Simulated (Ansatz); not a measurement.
Consider AlAs.

Input file:

```
crystal:
  lattice:
    - [0.0, 2.8372982424, 2.8372982424]
    - [2.8372982424, 0.0, 2.8372982424]
    - [2.8372982424, 2.8372982424, 0.0]
  atoms:
    - { symbol: Al, position: [0.0, 0.0, 0.0] }
    - { symbol: As, position: [0.75, 0.75, 0.75] }
basis:
  ecutwfc: 420
kpoints:
  mp_grid: { grid: [8, 8, 8] }
  band_path: { path: [VBM, CBM], npoints: 2 }
hamiltonian:
  xc: pbesol
scf:
  occupations: { method: gaussian, width: 0.02 }
output:
  forces: true
  stress: true
  eigenvalues: true
  write_density: true
  write_potential: true
  elf: true
  volumetric_format: npy
```

Launched as:

```sh
ansatz run input.yaml --threads 1 --pin off --max-ram 2560MiB --backend cpu --events-out ev --progress --plain --runs-dir out
```

Below, planes, directions and counts refer to the conventional cell (a = 5.67 Å, b = 5.67 Å, c = 5.67 Å, α = 90.00°, β = 90.00°, γ = 90.00°).

Space group F-43m.

Method: DFT PBEsol, scalar-relativistic, plane waves, PAW in Ansatz.

> What will maps of the valence pseudo-density and electron localisation function show?

Al–As (2.46 Å): the density is about 0.47 e/Å³ at the midpoint; the ELF peaks at about 0.90 between the atoms, as expected for localised, covalent bonding.

> Does the calculation give a band gap?

It is gapped, with a Kohn–Sham gap of 1.3 eV on the k-point mesh (the band edges may lie off the mesh, which would make the gap smaller).

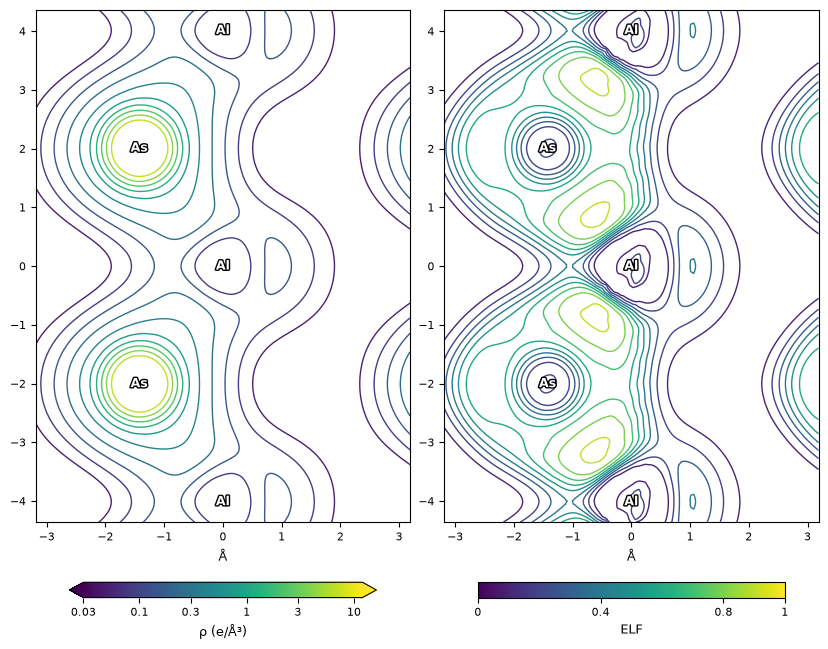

Computed valence pseudo-density and electron localisation function on the (110) plane of the conventional cell, in this order. 

In a PAW calculation such maps are meaningful between the atoms, not at the nuclei.
